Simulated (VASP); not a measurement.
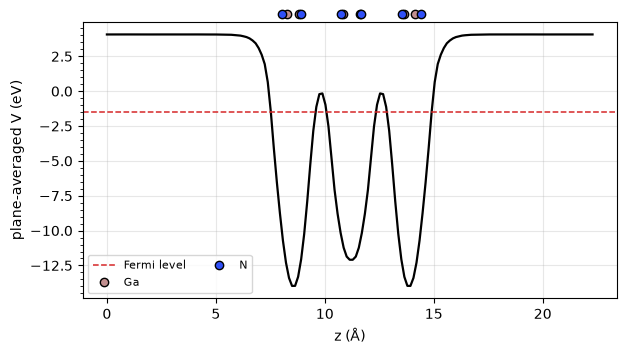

The picture shows: GaN (slab). Plane average of the electrostatic potential (local pseudopotential plus Hartree) felt by an electron across the slab. Circles mark the heights of the atoms.

All numbers below come from VASP 6.6.1, Kohn-Sham DFT of a periodic cell, PBEsol, VASP PAW PBE potentials, recommended.

Core electrons are frozen (PAW), and the valence fields are smoothed inside the atomic spheres.

```xyz
12
Lattice="3.1800 0.0000 0.0000 0.0000 5.1660 0.0000 0.0000 0.0000 22.4259" Properties=species:S:1:pos:R:3 pbc="T T T"
Ga    0.0000    0.1321    8.2855
Ga    1.5900    2.5413    8.8031
Ga    1.5900    5.1483   10.8214
Ga    0.0000    2.5653   11.6045
Ga    0.0000    5.1243   13.6228
Ga    1.5900    2.7151   14.1404
N     0.0000    1.9220    8.0143
N     1.5900    4.4780    8.9013
N     1.5900    1.9221   10.7492
N     0.0000    4.5051   11.6767
N     0.0000    1.8950   13.5246
N     1.5900    4.5050   14.4116
```

### How far above the Fermi level of the calculation is the vacuum level?

5.5 eV. The slab has a gap, so the Fermi level lies inside it and this isn't a work function in the metallic sense.

### How thick is the slab, and how wide the vacuum?

The outermost nuclei are 6.4 Å apart, in 6 atomic planes; the vacuum between periodic images is 16.0 Å wide.
